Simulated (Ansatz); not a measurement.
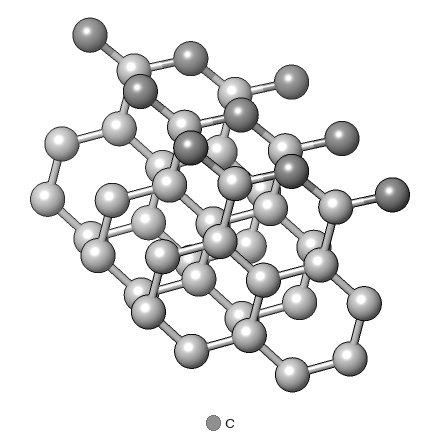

The system is CO on a C(010) slab cut from the Fmmm phase, its upper half relaxed before the scan (24 atoms of substrate and one adsorbate in a 2 × 2 cell); the picture shows it without the atoms that are moved over the map. 
- CO (O end down) is moved over the surface cell at a fixed height above a rigid substrate; the origin of the map has the adsorbate above C21; the height is held at 3.10 Å.
- Places are given modulo a cell vector. The map is drawn in real space over the plane of the surface.
- Grid: 4 × 4 points; 7 points were computed and 9 follow by symmetry.
- Places are given in fractions of the 1 × 1 surface cell.
- All energies are given in meV relative to the lowest grid point.
- At a fixed height the lowest place need not be the adsorption site.
- Level of theory: DFT PBE+D3(BJ), scalar-relativistic, plane waves, PAW (Ansatz). Settings: cutoff 420 eV, k-mesh 6×4×1, gaussian smearing 0.05 eV, no spin polarisation.

Range: position of O25 along the first surface vector from 0.00 to 0.75; position of O25 along the second surface vector from 0.00 to 0.75.

> What will the energy surface look like?

The lowest grid point is at the trough between two rows of top atoms, (0/4, 2/4) of the cell vectors. The highest grid point, the top site over a surface C atom, (0/4, 0/4) of the cell vectors, lies 17.9 meV above the lowest.

| second ↓, first → | 0/4 | 1/4 | 2/4 | 3/4 |
| --- | --- | --- | --- | --- |
| 3/4 | 8.1 | 2.1 | 2.1 | 8.1 |
| 2/4 | 0.0 | 0.0 | 0.0 | 0.0 |
| 1/4 | 8.1 | 8.1 | 2.1 | 2.1 |
| 0/4 | 17.9 | 10.7 | 3.5 | 10.7 |

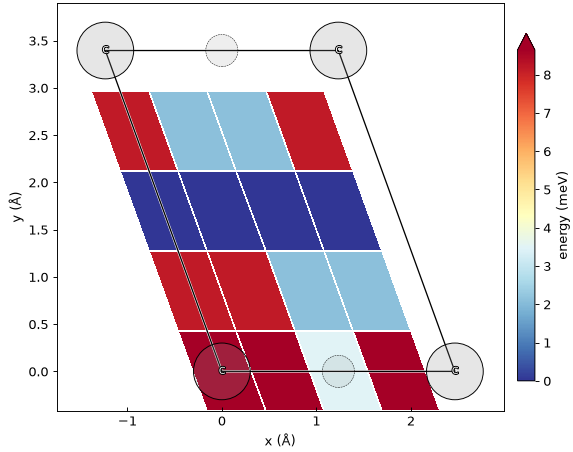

The picture shows one coloured cell a grid point, labelled circles for the atoms of the top layer and small ones for the second layer, the outline of one cell of the plane, one colour for all values above the top of the scale.

The whole map (7 points run) took 12 min on 2 threads of Arm Neoverse N1, with other jobs on the host.

PAW datasets: the set soft_1.
